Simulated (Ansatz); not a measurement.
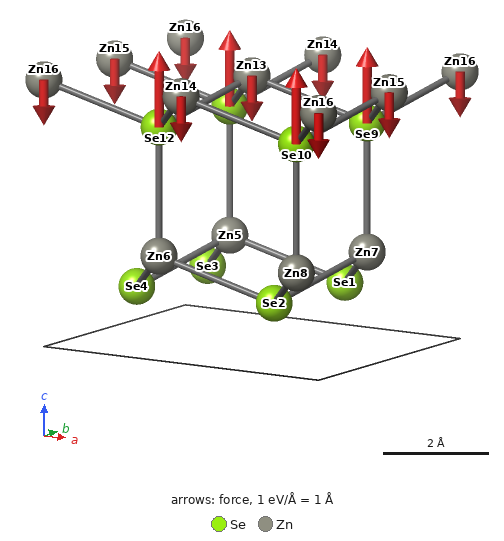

Starting geometry of a slab of composition ZnSe (cut from the F-43m phase) with the computed forces as red arrows. The picture is a ball-and-stick view of the cell of the calculation, outlined in the plane, without the vacuum (origin shifted), seen slightly off an axis.

Case: clean slab, lower planes held. The slab is the (1 1 1) face of ZnSe. 8 atoms are held fixed.

All numbers below come from DFT PBE, scalar-relativistic, plane waves, PAW in Ansatz. (plane-wave cutoff 420 eV; k-point mesh 2 × 2 × 1; occupations gaussian; smearing width 0.05 eV; no spin polarisation; dipole correction; atoms relaxed in a fixed cell; force threshold 0.03 eV/Å; at most 70 steps)

What follows when this structure is relaxed?

It isn't relaxed: the largest force vector, on Se atoms, is 1.47 eV/Å. The final displacements follow the starting forces only in part (cosine between the two patterns 0.69). The largest moves, 1.22 Å, are those of Zn atoms. Largest moves by element: Zn 1.22 Å, Se 0.28 Å. The lattice vectors keep their values. Among the contacts that change: Se–Zn 2.482 → 2.761 Å, Se–Zn 2.482 → 2.435 Å. Among the angles between lasting bonds that change: Zn–Se–Zn 109.5° → 73.9°, Zn–Se–Zn 109.5° → 112.7°, Se–Zn–Se 109.5° → 112.7°. After 13 geometry steps the energy has fallen by 1.640 eV per cell of the calculation. Largest force component: 1.5 eV/Å at the start, 0.00086 eV/Å at the end. The forces were under the threshold at step 5, but the run went on from there. Cost: 54 s on 4 threads of Intel(R) Xeon(R) 6975P-C (Granite Rapids), with other jobs on the host, peak memory 2 GiB.
